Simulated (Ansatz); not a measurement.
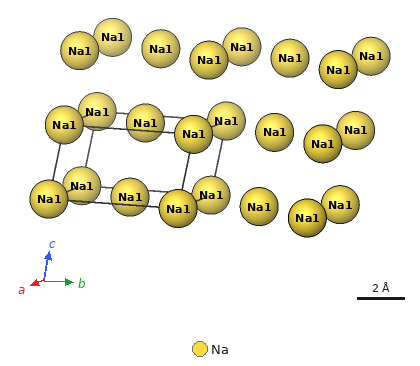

The input geometry of run 1 (spheres-only view of the cell 2 times as large as that of the calculation, set on its symmetry axes, repeated 1 × 2 × 2, seen slightly off an axis; atoms are numbered from 1 in the order of the input).

**Na: a changed input and its effect**

System: Na (P-1, 1 atom in the cell).
Method of run 1: Kohn-Sham DFT of a periodic cell, LDA, all-electron LAPW, scalar-relativistic, no spin polarisation (Ansatz 0.2.0).

The structure derives from an entry of the Crystallography Open Database. Text and figures count atoms from 1; the logs count them from 0 in places.

Input file, run 1:
```yaml
crystal:
  lattice:
    - [-2.0878986484, 2.1091615445, 2.0614116196]
    - [2.165678765, -2.0609541529, 2.0909843446]
    - [2.0931080873, 2.0661645714, -2.013204228]
  atoms:
    - { symbol: Na, position: [0.0, 0.0, 0.0] }
kpoints:
  mp_grid: { grid: [9, 9, 9] }
scf:
  occupations: { method: gaussian, width: 0.01 }
hamiltonian:
  xc: lda
  pseudopotentials: { kind: all_electron, lapw: { basis_error: 0.001 } }
output:
  forces: true
  stress: true
  eigenvalues: true
```

Launched with:
```bash
ansatz run input.yaml --threads 1 --pin off --max-ram 3072MiB --backend cpu --events-out ev --progress --plain --runs-dir out
```

Hardware: 1 thread of Intel Xeon @ 2.70GHz, 189 GiB of memory available, shared host.

Output, shortened to warnings, some set-up lines, iterations and results (run 1):
```
Basis set: ecut = 85.06721245731718 eV, 63 PW (Γ), exchange–correlation at level 2
Symmetry: 2 space group operations
k-points: 365 of 729
Initial density: superposition of atomic densities (chi_scale 0.1, normalization cell)
[...]
SCF iter   1: F=—  HF=-4400.317635 eV  |F-HF|=—  |Δ(HF+E_count)|=         —  Δρ=2.03e-3  dr2=1.99e-3  ethr=2.21e-5  ⟨swp⟩=4.0  Hψ=26770  notcnv=0
SCF iter   2: F=—  HF=-4400.315927 eV  |F-HF|=—  |Δ(HF+E_count)|=   1.71e-3  Δρ=1.38e-3  dr2=1.03e-3  ethr=2.21e-5  ⟨swp⟩=2.0  Hψ=9974  notcnv=0
SCF iter   3: F=—  HF=-4400.315892 eV  |F-HF|=—  |Δ(HF+E_count)|=   3.42e-5  Δρ=6.25e-4  dr2=2.56e-4  ethr=1.14e-5  ⟨swp⟩=2.0  Hψ=10203  notcnv=0
SCF iter   4: F=—  HF=-4400.315914 eV  |F-HF|=—  |Δ(HF+E_count)|=   2.18e-5  Δρ=3.41e-4  dr2=8.27e-5  ethr=2.84e-6  ⟨swp⟩=2.0  Hψ=9319  notcnv=0
SCF iter   5: F=—  HF=-4400.315965 eV  |F-HF|=—  |Δ(HF+E_count)|=   5.11e-5  Δρ=4.06e-5  dr2=7.02e-7  ethr=7.80e-9  ⟨swp⟩=2.1  Hψ=17054  notcnv=0
SCF iter   6: F=-4400.315965 eV  HF=-4400.315965 eV  |F-HF|=2.13e-8  |Δ(HF+E_count)|=   9.33e-8  Δρ=1.00e-5  dr2=3.61e-8  ethr=7.80e-9  ⟨swp⟩=2.0  Hψ=9304  notcnv=0
SCF 1 converged in 6 iterations: F = -4400.315965 eV  dr2 = 3.61e-8
SCF converged after 6 iterations
Free energy (F): -4400.315965 eV
Harris-Foulkes:  -4400.315965 eV  (|F-HF|=2.13e-8)
Internal energy: -4400.315938 eV  (E = F + TS)
E sigma→0 (E₀):  -4400.315952 eV
Entropy (-TS):   -0.000028 eV (-0.028 meV/atom)
Fermi energy:    1.417112 eV
--- Per-component energies (eV) ---
  E_band       = -243.146362
  E_kinetic    = 4396.864637
  E_xc         = -369.953941
  E_electrostatic = -8427.226634  (all electrons and nuclei)
  E_smearing   = -0.000028  (= −TS)
  E_closure    = 0.000000  (closes the sum)
  E_atoms      = -4398.872023  (free atoms, spherical and without spin; not in F)
  Σ components = -4400.315965   (vs F -4400.315965, Δ=0.00e0)
  Basis errors (estimates in eV, not in F): energy 2.8e-4 per atom: plane waves 2.8e-4 (1.5e-4 summed), levels above the bands 0.0e0, relativity 1.1e-10, radial functions 2.6e-6, core shells 2.5e-14; eigenvalues (radial functions only) 2.5e-3; not estimated: angular momenta, meshes, grids; target …
--- Forces (eV/Å), atoms counted from 1 ---
  atom   1  Na     0.00000000     0.00000000     0.00000000
  max |Σ_I F_I| component: 0.00e0 eV/Å
--- Stress (GPa, compression-positive) ---
       -0.823894      -0.037102      -0.224800
       -0.037102      -0.703812      -0.172233
       -0.224800      -0.172233      -0.832442
  P = ⅓ Tr σ = -0.7867 GPa (-7.867 kbar)
```

For run 2 the input was changed thus:
```diff
-    - [-2.0878986484, 2.1091615445, 2.0614116196]
-    - [2.165678765, -2.0609541529, 2.0909843446]
-    - [2.0931080873, 2.0661645714, -2.013204228]
+    - [-2.1594570717, 2.1814487098, 2.1320622546]
+    - [2.2399029416, -2.1315891092, 2.1626485239]
+    - [2.1648450534, 2.136978104, -2.082202654]
```

What does this change do to the results?

With the same functional and potentials, run 2 lies 26.0 meV per atom higher. The pressure goes from −0.79 to −1.28 GPa. The volume per atom goes from 36.90 to 40.83 Å³. The number of SCF iterations is the same. The plane waves at Γ go from 63 to 57.

Output, shortened to warnings, some set-up lines, iterations and results (run 2):
```
Basis set: ecut = 76.77706957550222 eV, 57 PW (Γ), exchange–correlation at level 2
Symmetry: 2 space group operations
k-points: 365 of 729
Initial density: superposition of atomic densities (chi_scale 0.1, normalization cell)
[...]
SCF iter   1: F=—  HF=-4400.291101 eV  |F-HF|=—  |Δ(HF+E_count)|=         —  Δρ=1.90e-3  dr2=2.07e-3  ethr=2.30e-5  ⟨swp⟩=4.0  Hψ=26712  notcnv=0
SCF iter   2: F=—  HF=-4400.289793 eV  |F-HF|=—  |Δ(HF+E_count)|=   1.31e-3  Δρ=1.30e-3  dr2=1.09e-3  ethr=2.30e-5  ⟨swp⟩=2.0  Hψ=9974  notcnv=0
SCF iter   3: F=—  HF=-4400.289894 eV  |F-HF|=—  |Δ(HF+E_count)|=   1.01e-4  Δρ=5.78e-4  dr2=2.61e-4  ethr=1.21e-5  ⟨swp⟩=2.0  Hψ=10880  notcnv=0
SCF iter   4: F=—  HF=-4400.289919 eV  |F-HF|=—  |Δ(HF+E_count)|=   2.44e-5  Δρ=3.27e-4  dr2=9.01e-5  ethr=2.90e-6  ⟨swp⟩=2.0  Hψ=9445  notcnv=0
SCF iter   5: F=—  HF=-4400.289976 eV  |F-HF|=—  |Δ(HF+E_count)|=   5.71e-5  Δρ=4.06e-5  dr2=8.94e-7  ethr=9.94e-9  ⟨swp⟩=2.1  Hψ=16982  notcnv=0
SCF iter   6: F=-4400.289976 eV  HF=-4400.289976 eV  |F-HF|=2.58e-8  |Δ(HF+E_count)|=   9.89e-8  Δρ=1.02e-5  dr2=4.44e-8  ethr=9.94e-9  ⟨swp⟩=2.0  Hψ=9433  notcnv=0
SCF 1 converged in 6 iterations: F = -4400.289976 eV  dr2 = 4.44e-8
SCF converged after 6 iterations
Free energy (F): -4400.289976 eV
Harris-Foulkes:  -4400.289976 eV  (|F-HF|=2.58e-8)
Internal energy: -4400.289947 eV  (E = F + TS)
E sigma→0 (E₀):  -4400.289962 eV
Entropy (-TS):   -0.000028 eV (-0.028 meV/atom)
Fermi energy:    1.029621 eV
--- Per-component energies (eV) ---
  E_band       = -247.211672
  E_kinetic    = 4396.414996
  E_xc         = -369.769722
  E_electrostatic = -8426.935221  (all electrons and nuclei)
  E_smearing   = -0.000028  (= −TS)
  E_closure    = 0.000000  (closes the sum)
  E_atoms      = -4398.872023  (free atoms, spherical and without spin; not in F)
  Σ components = -4400.289976   (vs F -4400.289976, Δ=0.00e0)
  Basis errors (estimates in eV, not in F): energy 2.8e-4 per atom: plane waves 2.8e-4 (1.5e-4 summed), levels above the bands 0.0e0, relativity 7.2e-11, radial functions 2.4e-6, core shells 1.4e-14; eigenvalues (radial functions only) 2.4e-3; not estimated: angular momenta, meshes, grids; target …
--- Forces (eV/Å), atoms counted from 1 ---
  atom   1  Na     0.00000000     0.00000000     0.00000000
  max |Σ_I F_I| component: 0.00e0 eV/Å
--- Stress (GPa, compression-positive) ---
       -1.313086      -0.031514      -0.181573
       -0.031514      -1.215177      -0.140689
       -0.181573      -0.140689      -1.323286
  P = ⅓ Tr σ = -1.2838 GPa (-12.838 kbar)
```

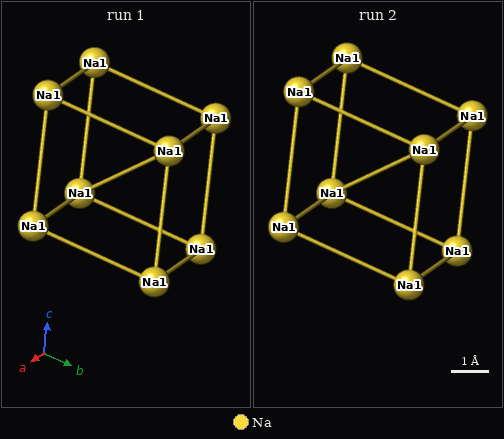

The two input geometries at one scale (ball-and-stick view of the cell of the calculation, seen slightly off an axis). No atom moves by more than 0.005 Å relative to the cell. The volume changes by +10.6 %, with a 3.613 → 3.737 Å (+3.4 %), b 3.648 → 3.773 Å (+3.4 %), c 3.564 → 3.686 Å (+3.4 %). Among the contacts that change: Na1–Na1 3.709 → 3.837 Å.

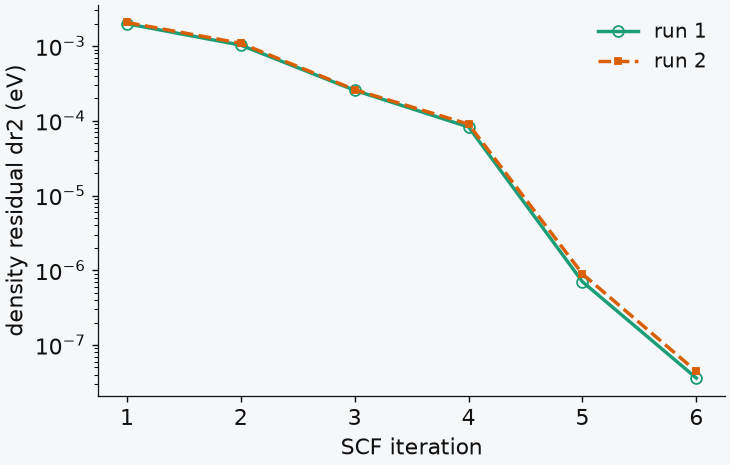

Convergence of the two runs: density residual dr2 against the SCF iteration. Run 1 takes 6 iterations in all, and run 2 takes 6.

The two runs side by side:

```csv
quantity,run 1,run 2
outcome,converged,converged
free energy per atom (eV),−4400.3160,−4400.2900
gap on the mesh (eV),0.00,0.00
pressure (GPa),−0.79,−1.28
volume per atom (Å³),36.90,40.83
largest force (eV/Å),0.000,0.000
SCF iterations,6,6
irreducible k-points,365,365
plane waves at Γ,63,57
wall time (shared host),12 s,12 s
```
